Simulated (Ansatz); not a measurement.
## Geometry relaxation of SnSe

System: SnSe (Fm-3m, 2 atoms in the cell).
Method: DFT PBE+D3(BJ), scalar-relativistic, plane waves, PAW, no spin polarisation (Ansatz 0.2.0).

The structure derives from an entry of the Crystallography Open Database. It belongs to a series of runs on one base structure; here: relaxed again at 50 GPa on a finer mesh. Figures and captions count atoms from 1; the log counts them from 0 in places.

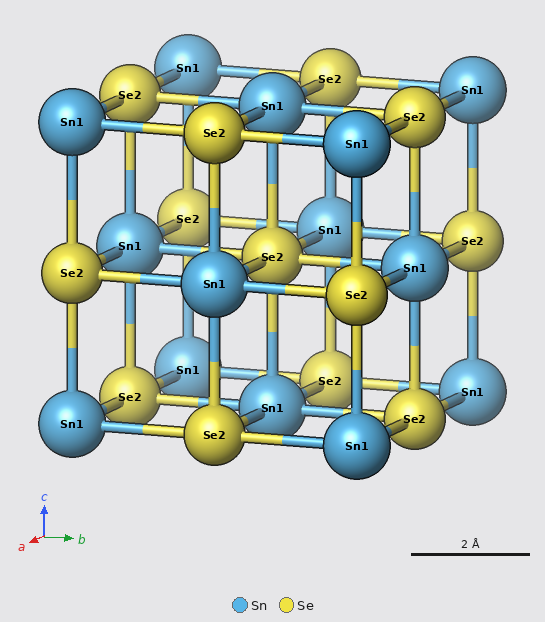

*The starting structure (ball-and-stick view of the cell 4 times as large as that of the calculation, set on its symmetry axes, seen slightly off an axis; atoms are numbered from 1 in the order of the input).*

Near neighbours in the crystal (not all of them lie inside the picture): Sn has 6 Se at 2.62 Å; Se has 6 Sn at 2.62 Å.

### Input
```yaml
crystal:
  lattice:
    - [0.0, 2.6168768636, 2.6168768636]
    - [2.6168768636, 0.0, 2.6168768636]
    - [2.6168768636, 2.6168768636, 0.0]
  atoms:
    - { symbol: Sn, position: [0.0, 0.0, 0.0] }
    - { symbol: Se, position: [0.5, 0.5, 0.5] }
basis:
  ecutwfc: 420
kpoints:
  mp_grid: { grid: [12, 12, 12] }
hamiltonian:
  xc: pbe
  dispersion: d3bj
scf:
  occupations: { method: gaussian, width: 0.01 }
output:
  forces: true
  stress: true
  eigenvalues: true
  write_density: true
  write_potential: true
  elf: true
  volumetric_format: npy
relax:
  adjacent_minimum: "off"
  f_tol: 0.001
  max_steps: 60
  cell: { stress_tol: 0.02, p_target: 50.0 }
```

Machine: 1 thread of AMD EPYC (Zen 3), 189 GiB of memory available, shared host.

Run as:
```bash
ansatz run input.yaml --threads 1 --pin off --max-ram 3072MiB --backend cpu --events-out ev --progress --plain --runs-dir out
```

### What the program printed
```
Engine: ansatz 0.2.0, x86_64-unknown-linux-gnu
Pseudopotentials: kind: paw
Pseudopotential: Sn, paw, valence charge 14, recommended cutoff 420 eV (normal), Sn.paw.azcp
Pseudopotential: Se, paw, valence charge 16, recommended cutoff 420 eV (normal), Se.paw.azcp
Functional definition: PBE
  parameter kappa = 0.804
  parameter beta = 0.06672455060314922
  exchange = pbe_x(kappa = kappa, mu = beta*pi^2/3)
  correlation = pbe_c(beta = beta)
Crystal: 2 atoms, lattice volume = 35.841 Å³
Basis set: ecut = 420 eV, 725 PW (Γ), exchange–correlation on 50×50×50 points (8 copies of the dense FFT grid, shifted against one another)
Bands: 19, of which v1, the nominal top of the filled ones, is band 15 counted from 1 (14 counted from 0)
Symmetry: 48 space group operations
Space group: Fm-3m (ITA 225), of the structure as read, at distance tolerance 3.3e-5 Å
k-points: 72 of 1728
Non-local potential: Sn, projectors of the file, l = 0: 2, l = 1: 2, l = 2: 2, l = 3: 2
Non-local potential: Se, projectors of the file, l = 0: 2, l = 1: 2, l = 2: 3, l = 3: 1
PAW form: soft (Blöchl's): semilocal exchange-correlation on the pseudo side does not see the compensation charge
PAW one-centre angular grid: Sn, 590 points (default); XC on 64 Gauss nodes
PAW one-centre angular grid: Se, 590 points (default); XC on 64 Gauss nodes
Initial density: superposition of atomic densities (neutral atoms: chi_scale 0, normalization atom), corrected by the library's trained network
Initial wavefunctions: pseudopotential atomic-orbital guess
Functional: x = pbe(κ = 0.804, μ = 0.2195149727645171), c = pbe(β = 0.06672455060314922)
SCF iter   1: F=—  HF=-11492.952384 eV  |F-HF|=—  |Δ(HF+E_count)|=         —  Δρ=3.11e-3  dr2=3.49e-3  ethr=1.77e-3  ⟨swp⟩=6.1  Hψ=6961  notcnv=0
preconditioner: auto → none  [insulator: Δε(μ)=0.088 eV  Ē_g=19.205 eV  σ=0.010 eV  W_gap=0.50  n_scr=14 (ndim 8)  ℏωp=27.7 eV  f_vac=0.000  D(μ)=1.57/eV (n_scr^D=14)  ε∞_Penn≈3.1]
SCF iter   2: F=—  HF=-11492.950382 eV  |F-HF|=—  |Δ(HF+E_count)|=   2.00e-3  Δρ=8.07e-4  dr2=8.27e-5  ethr=1.16e-5  ⟨swp⟩=2.4  Hψ=3347  notcnv=0  defer=1
SCF iter   3: F=—  HF=-11492.950367 eV  |F-HF|=—  |Δ(HF+E_count)|=   1.52e-5  Δρ=4.50e-4  dr2=2.12e-5  ethr=2.76e-7  ⟨swp⟩=2.0  Hψ=2714  notcnv=0  defer=1
SCF iter   4: F=—  HF=-11492.950390 eV  |F-HF|=—  |Δ(HF+E_count)|=   2.29e-5  Δρ=7.35e-5  dr2=7.05e-7  ethr=7.05e-8  ⟨swp⟩=3.0  Hψ=2450  notcnv=0  defer=1
iter 5 did not close the SCF: its close was put off for the readings that it lacked (scf_convergence_deferred on its scf_iter line)
SCF iter   5: F=-11492.950391 eV  HF=-11492.950391 eV  |F-HF|=2.21e-8  |Δ(HF+E_count)|=   9.62e-7  Δρ=2.08e-5  dr2=7.94e-8  ethr=2.35e-9  ⟨swp⟩=2.0  Hψ=2087  notcnv=0  defer=1
SCF iter   6: F=-11492.950391 eV  HF=-11492.950391 eV  |F-HF|=6.27e-9  |Δ(HF+E_count)|=   5.27e-8  Δρ=3.91e-6  dr2=2.49e-9  ethr=2.65e-10  ⟨swp⟩=5.8  Hψ=7573  notcnv=0
SCF 1 converged in 6 iterations: F = -11492.950391 eV  dr2 = 2.49e-9
  greatest PAW one-centre occupation: 1.000 electrons in one spin orbital (limit 2), on the Se atom at site 1 (counted from 0), in its partial waves of l = 2
relax step   1: F+E_penalty+E_count = -11492.95039072 eV  Δ(F+E_penalty+E_count) = +0.000e0 eV  max|allowed force component| = 2.178e-30 eV/Å  Δτ_max = 0.0000 Å  P = +49.966 GPa  Ω = 35.841 Å³  (6 SCF iters, dr2 threshold 1.00e-7 eV, accepted)
Crystal: 2 atoms, lattice volume = 35.827 Å³
Initial density: handed on by an earlier stage of this run
Initial wavefunctions: those handed on with the density
iter 1 solved again at ethr=2.65e-10 eV; its pass at ethr=3.10e-3 eV (dr2=7.94e-8 eV) is discarded
SCF iter   1: F=—  HF=-11492.945902 eV  |F-HF|=—  |Δ(HF+E_count)|=         —  Δρ=1.36e-5  dr2=5.47e-8  ethr=2.65e-10  ⟨swp⟩=2.9  Hψ=7765  notcnv=0
preconditioner: auto → none  [insulator: Δε(μ)=0.096 eV  Ē_g=19.211 eV  σ=0.010 eV  W_gap=0.50  n_scr=14 (ndim 8)  ℏωp=27.7 eV  f_vac=0.000  D(μ)=1.57/eV (n_scr^D=14)  ε∞_Penn≈3.1]
SCF iter   2: F=—  HF=-11492.945904 eV  |F-HF|=—  |Δ(HF+E_count)|=   2.07e-6  Δρ=6.25e-6  dr2=8.80e-9  ethr=1.82e-10  ⟨swp⟩=2.1  Hψ=1989  notcnv=0
SCF iter   3: F=-11492.945904 eV  HF=-11492.945904 eV  |F-HF|=2.73e-10  |Δ(HF+E_count)|=   3.36e-9  Δρ=1.85e-6  dr2=1.00e-9  ethr=9.68e-12  ⟨swp⟩=6.8  Hψ=6466  notcnv=0
SCF 2 converged in 3 iterations: F = -11492.945904 eV  dr2 = 1.00e-9
relax step   2: F+E_penalty+E_count = -11492.94590377 eV  Δ(F+E_penalty+E_count) = +4.487e-3 eV  max|allowed force component| = 6.311e-30 eV/Å  Δτ_max = 0.0000 Å  P = +50.062 GPa  Ω = 35.827 Å³  energy of the carried Pulay correction = +7.584e-6 eV  (3 SCF iters, dr2 threshold 2.90e-9 eV, rejected (line search))
Crystal: 2 atoms, lattice volume = 35.836 Å³
iter 1 solved again at ethr=9.75e-11 eV; its pass at ethr=3.10e-3 eV (dr2=2.92e-8 eV) is discarded
SCF iter   1: F=—  HF=-11492.948803 eV  |F-HF|=—  |Δ(HF+E_count)|=         —  Δρ=7.85e-6  dr2=1.90e-8  ethr=9.75e-11  ⟨swp⟩=3.0  Hψ=7804  notcnv=0
preconditioner: auto → none  [insulator: Δε(μ)=0.096 eV  Ē_g=19.209 eV  σ=0.010 eV  W_gap=0.50  n_scr=14 (ndim 8)  ℏωp=27.7 eV  f_vac=0.000  D(μ)=1.57/eV (n_scr^D=14)  ε∞_Penn≈3.1]
SCF iter   2: F=—  HF=-11492.948805 eV  |F-HF|=—  |Δ(HF+E_count)|=   2.08e-6  Δρ=3.83e-6  dr2=3.76e-9  ethr=6.34e-11  ⟨swp⟩=3.0  Hψ=2449  notcnv=0
SCF iter   3: F=—  HF=-11492.948805 eV  |F-HF|=—  |Δ(HF+E_count)|=   1.23e-9  Δρ=9.55e-7  dr2=2.98e-10  ethr=1.25e-11  ⟨swp⟩=2.7  Hψ=2441  notcnv=0
SCF iter   4: F=—  HF=-11492.948805 eV  |F-HF|=—  |Δ(HF+E_count)|=  3.64e-12  Δρ=1.38e-7  dr2=9.48e-12  ethr=1.00e-12  ⟨swp⟩=2.0  Hψ=2086  notcnv=0
SCF iter   5: F=-11492.948805 eV  HF=-11492.948805 eV  |F-HF|=1.82e-12  |Δ(HF+E_count)|=  5.46e-12  Δρ=5.61e-8  dr2=4.14e-13  ethr=1.00e-12  ⟨swp⟩=5.2  Hψ=5340  notcnv=0
SCF 3 converged in 5 iterations: F = -11492.948805 eV  dr2 = 4.14e-13
relax step   3: F+E_penalty+E_count = -11492.94880544 eV  Δ(F+E_penalty+E_count) = +1.585e-3 eV  max|allowed force component| = 8.115e-31 eV/Å  Δτ_max = 0.0000 Å  P = +50.000 GPa  Ω = 35.836 Å³  energy of the carried Pulay correction = +2.681e-6 eV  (5 SCF iters, accepted)
Initial wavefunctions: pseudopotential atomic-orbital guess (no wavefunctions were taken with the density)
iter 1 solved again at ethr=1.70e-7 eV; its pass at ethr=3.10e-3 eV (dr2=5.11e-5 eV) is discarded
SCF iter   1: F=—  HF=-11492.948801 eV  |F-HF|=—  |Δ(HF+E_count)|=         —  Δρ=5.13e-7  dr2=3.94e-11  ethr=1.70e-7  ⟨swp⟩=2.8  Hψ=10175  notcnv=0
eigensolver tolerance schedule: the retry pair's looser diagonalisation over-reported the residual by 1297921.71 of it (diagonalisation noise at an unbounded share of the residual, at the tolerance the schedule requests for it); recorded, not acted on — ethr = c·dr2/N_el stays at c = 1.0e-1
SCF iter   2: F=—  HF=-11492.948805 eV  |F-HF|=—  |Δ(HF+E_count)|=   4.60e-6  Δρ=3.68e-7  dr2=2.77e-11  ethr=1.00e-12  ⟨swp⟩=3.6  Hψ=3560  notcnv=0
SCF iter   3: F=—  HF=-11492.948805 eV  |F-HF|=—  |Δ(HF+E_count)|=  1.64e-11  Δρ=2.03e-7  dr2=7.52e-12  ethr=1.00e-12  ⟨swp⟩=1.0  Hψ=1368  notcnv=0
SCF iter   4: F=-11492.948805 eV  HF=-11492.948805 eV  |F-HF|=1.82e-12  |Δ(HF+E_count)|=  1.82e-12  Δρ=8.49e-8  dr2=1.08e-12  ethr=1.00e-12  ⟨swp⟩=4.1  Hψ=5523  notcnv=0
SCF 4 converged in 4 iterations: F = -11492.948805 eV  dr2 = 1.08e-12
relax step   4: F+E_penalty+E_count = -11492.94880544 eV  Δ(F+E_penalty+E_count) = +1.819e-12 eV  max|allowed force component| = 4.339e-30 eV/Å  Δτ_max = 0.0000 Å  P = +50.000 GPa  Ω = 35.836 Å³  stress off target by 9.39e-6 GPa  SCF on the basis re-selected at this cell (its energy is not comparable with the rows above)  (4 SCF iters)
```

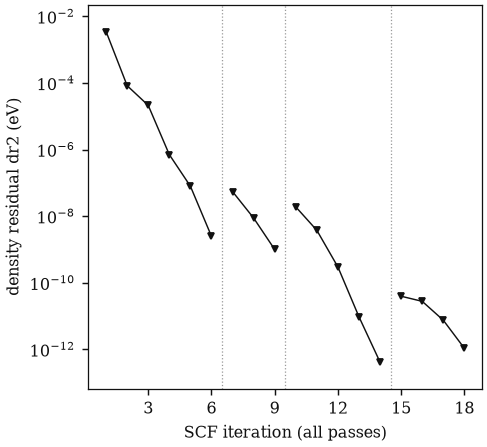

*Convergence of the self-consistent field: density residual dr2 against the SCF iteration. The dotted lines part the SCF passes of the relaxation: geometry steps, rejected trials and re-solves on a re-selected basis.*

The passes take 6, 3, 5 and 4 iterations.

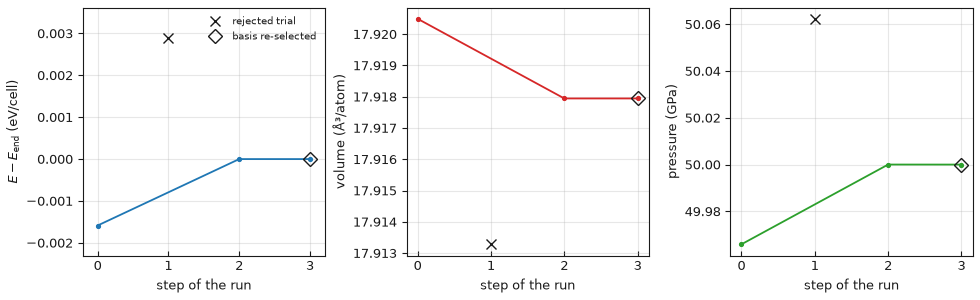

*Progress of the relaxation, step by step (the first geometry is step 0 here and step 1 in the log).*

The atoms keep their places (all moves are under 0.005 Å). The cell doesn't change. The space group stays Fm-3m (No. 225). After 2 geometry steps the energy has risen by 1.6 meV per cell of the calculation. With the target pressure of 50 GPa, the enthalpy E + pV changes by next to nothing (0.0 meV per cell of the calculation). All forces vanish by symmetry, so only the cell relaxes. Pressure: 49.97 GPa at the start and 50.00 GPa at the end. The line search rejected the trial step at point 1 (counted from 0) and went back. A last SCF at the same geometry on a re-selected plane-wave basis shifts the energy by next to nothing (0.0 meV per cell of the calculation).

```
basis re-selected at this cell: Δ(F+E_penalty+E_count) = +1.819e-12 eV, ΔP = -0.000 GPa vs the last step (what re-selecting the basis moved, of the pressure what is left beyond the Pulay correction that the steps carried, after the strain that the cell walked since its last selection, with what the two solves' SCF thresholds leave and, on support functions, any second-order correction that the steps lacked; it is no measure of the basis error at this ecutwfc). This SCF's stress stands 9.39e-6 GPa from its target on what of the cell is left free (relax.cell.stress_tol is 2.00e-2 GPa) and its largest allowed force component is 4.34e-30 eV/Å (relax.f_tol is 1.00e-3 eV/Å): within both
SCF converged after 4 iterations
Free energy (F): -11492.948805 eV
Harris-Foulkes:  -11492.948805 eV  (|F-HF|=1.82e-12)
Internal energy: -11492.948727 eV  (E = F + TS)
E sigma→0 (E₀):  -11492.948766 eV
Entropy (-TS):   -0.000078 eV (-0.039 meV/atom)
Fermi energy:    17.060019 eV
--- Per-component energies (eV) ---
  E_band       = -285.254739
  E_kinetic    = 319.281699
  E_local      = -2602.159554  (includes V_loc(G=0)·N_el)
  E_nonlocal   = -627.314283
  E_hartree    = 1480.663404
  E_xc         = -494.102182
  E_vxc        = -203.798705  (∫ρ·V_xc dr)
  E_paw        = -6045.630672  (= ΣΔE_a)
  E_vpaw       = -132.590086  (= ΣTr[D̂ρ^β])
  E_aug_tail   = -0.000567  (compensation charges beyond the density's cutoff)
  E_ewald      = -3522.602977
  E_disp       = -1.083595  (pairwise vdW)
  E_smearing   = -0.000078  (= −TS)
  E_closure    = 0.000000  (closes the sum)
  Σ components = -11492.948805   (vs F -11492.948805, Δ=0.00e0)
--- Forces (eV/Å), atoms counted from 1 ---
  atom   1  Sn    -0.00000000     0.00000000     0.00000000
  atom   2  Se    -0.00000000     0.00000000    -0.00000000
  max |Σ_I F_I| component: 1.13e-29 eV/Å
--- Stress (GPa, compression-positive) ---
       50.000009       0.000000       0.000000
        0.000000      50.000009       0.000000
        0.000000       0.000000      50.000009
  P = ⅓ Tr σ = 50.0000 GPa (500.000 kbar)
--- Band table (eV; the first three rows and the last of 72) ---
  k-point 0: bands = ["-32.3846", "-32.3846", "-32.3770", "-32.3770", "-32.3770", "-5.4328", "-5.4328", "-5.4047", "-5.4047", "-5.4047", "-1.0169", "13.0257", "13.0257", "13.0257", "13.5522", "21.8350", "21.8350", "21.8350", "22.6172"]
  k-point 1: bands = ["-32.3846", "-32.3846", "-32.3769", "-32.3769", "-32.3769", "-5.4357", "-5.4357", "-5.4046", "-5.4013", "-5.4013", "-0.9227", "11.6579", "13.0406", "13.0406", "14.7759", "21.0353", "21.5177", "21.5177", "22.3534"]
  k-point 2: bands = ["-32.3845", "-32.3845", "-32.3768", "-32.3768", "-32.3768", "-5.4453", "-5.4453", "-5.4045", "-5.3903", "-5.3903", "-0.6456", "10.0341", "13.0898", "13.0898", "15.8834", "20.1828", "20.3365", "20.3365", "22.4963"]
  k-point 71: bands = ["-32.3847", "-32.3840", "-32.3764", "-32.3764", "-32.3755", "-5.6086", "-5.4405", "-5.3825", "-5.3825", "-5.3114", "2.2111", "7.8655", "8.8153", "8.8153", "16.2127", "18.4861", "21.4518", "21.4518", "26.3833"]
--- Relaxed structure (3 steps of the walk, 2 accepted, 1 SCFs on fresh bases) ---
  F+E_penalty+E_count = -11492.94880544 eV   max|allowed force component| = 4.339e-30 eV/Å   (the final SCF, on the basis selected at the relaxed cell)
  cell:  # Å, volume = 35.8359 Å³
    - [2.5476860164477963e-35, 2.6167529751648146, 2.6167529751648146]
    - [2.6167529751648146, 5.095372032895589e-34, 2.6167529751648146]
    - [2.6167529751648146, 2.6167529751648146, 1.2738430082238977e-34]
  atoms:
    - { symbol: Sn, position: [-4.303316217063615e-49, 4.303316217063615e-49, 5.719597503692147e-49] }
    - { symbol: Se, position: [0.5, 0.5, 0.5] }
```

### Trajectory as extended XYZ (Å, eV, eV/Å), 4 frames, from step=1 to step=4
```
2
Lattice="0.0000 2.6169 2.6169 2.6169 0.0000 2.6169 2.6169 2.6169 0.0000" Properties=species:S:1:pos:R:3:forces:R:3 step=1 energy=-11492.95039 pressure_GPa=49.97
Sn    0.0000    0.0000    0.0000    0.0000   0.0000   0.0000
Se    2.6169    2.6169    2.6169    0.0000   0.0000   0.0000
2
Lattice="0.0000 2.6165 2.6165 2.6165 0.0000 2.6165 2.6165 2.6165 0.0000" Properties=species:S:1:pos:R:3:forces:R:3 step=2 energy=-11492.94590 pressure_GPa=50.06 accepted=F
Sn    0.0000    0.0000    0.0000    0.0000   0.0000   0.0000
Se    2.6165    2.6165    2.6165    0.0000   0.0000   0.0000
2
Lattice="0.0000 2.6168 2.6168 2.6168 0.0000 2.6168 2.6168 2.6168 0.0000" Properties=species:S:1:pos:R:3:forces:R:3 step=3 energy=-11492.94880 pressure_GPa=50.00
Sn    0.0000    0.0000    0.0000    0.0000   0.0000   0.0000
Se    2.6168    2.6168    2.6168    0.0000   0.0000   0.0000
2
Lattice="0.0000 2.6168 2.6168 2.6168 0.0000 2.6168 2.6168 2.6168 0.0000" Properties=species:S:1:pos:R:3:forces:R:3 step=4 energy=-11492.94880 pressure_GPa=50.00
Sn    0.0000    0.0000    0.0000    0.0000   0.0000   0.0000
Se    2.6168    2.6168    2.6168    0.0000   0.0000   0.0000
```

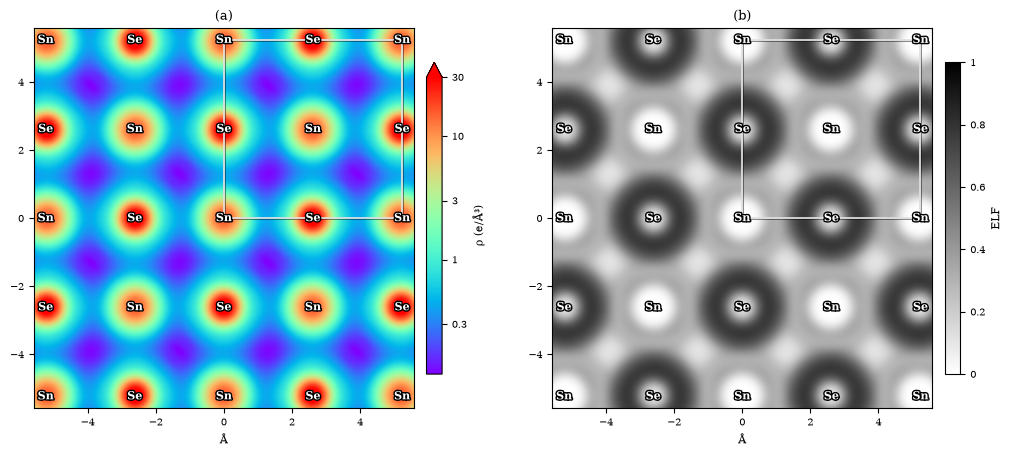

*(a) valence electron density; (b) electron localisation function on the (100) plane of the conventional cell.*

Atoms in the plane: Sn and Se. Sn–Se (2.62 Å): ρ at the midpoint is about 0.43 e/Å³; the ELF is about 0.50 at the midpoint. Away from the nuclei the density in this plane falls to 0.12 e/Å³ at its lowest. Core electrons are frozen (PAW), so the fields are smoothed inside the atomic spheres.

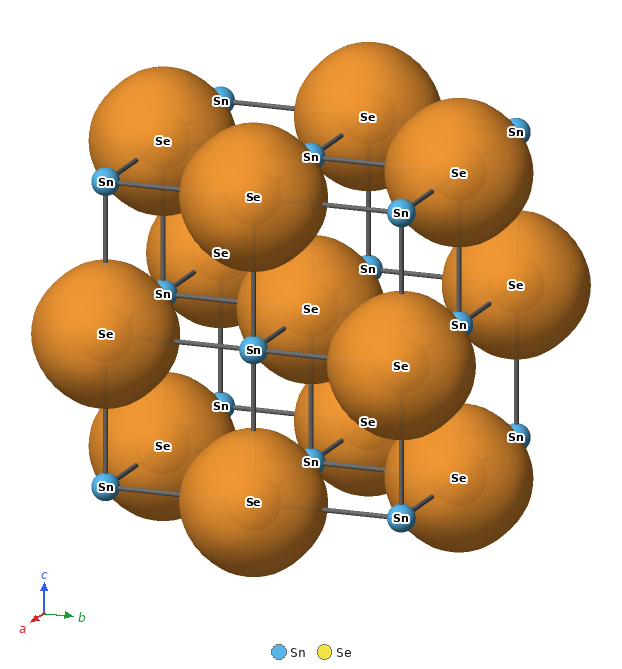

*Isosurface of the electron localisation function at 0.55 (orange), seen slightly off an axis. Core shells and regions of very low density are left out. Sticks mark near contacts. The outline is the cell set on symmetry axes.*

Values along the shortest contacts: Sn–Se (2.62 Å): the ELF is about 0.50 at the midpoint.

### Summary

```csv
quantity,value
outcome,converged
space group (tolerance 0.01 Å),Fm-3m (225)
electrons treated,30
free energy,−11492.9488 eV
Fermi energy,17.060 eV
gap on the k-point mesh,none (metallic)
pressure,50.00 GPa
final volume,35.84 Å³
largest force (length of the vector) at the end,under 0.001 eV/Å
final cell,"a = 3.701 Å, b = 3.701 Å, c = 3.701 Å, α = 60.00°, β = 60.00°, γ = 60.00°"
wall time,26 s
peak memory,0.38 GiB
```

### Remarks

The cell was relaxed to the target pressure of the input; what is minimised is then the enthalpy E + pV.
